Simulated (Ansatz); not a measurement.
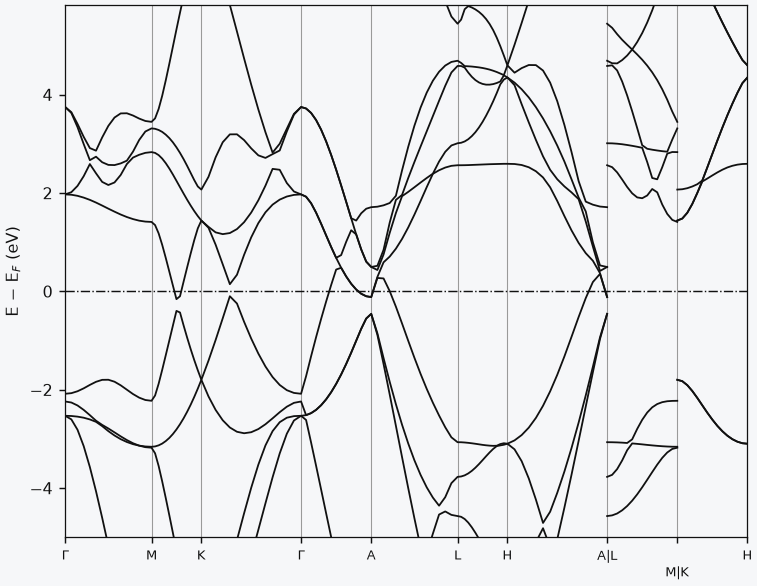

Band structure. Energies are counted from the Fermi level.

Structure: AlB2-type TiB₂, space group P6/mmm (No. 191), 3 atoms in the cell; a = 3.029 Å, c = 3.228 Å (hexagonal axes).

Computed with Ansatz: PBEsol, Ansatz PAW, no spin polarisation, no spin-orbit coupling, 10×10×8 k mesh, 420 eV cutoff, Fermi-Dirac smearing of 0.05 eV.

> Does this material conduct, going by its bands?

A metal: bands cross the Fermi level along this path.

> Which levels at H lie nearest to the Fermi level?

At H the nearest levels lie 3.10 eV below and 2.59 eV above the Fermi level.

The PAW data sets were made with another functional. The cell is at −5 GPa in this functional. Bands are joined in order of energy, so crossings between the computed points show as kinks or gaps.
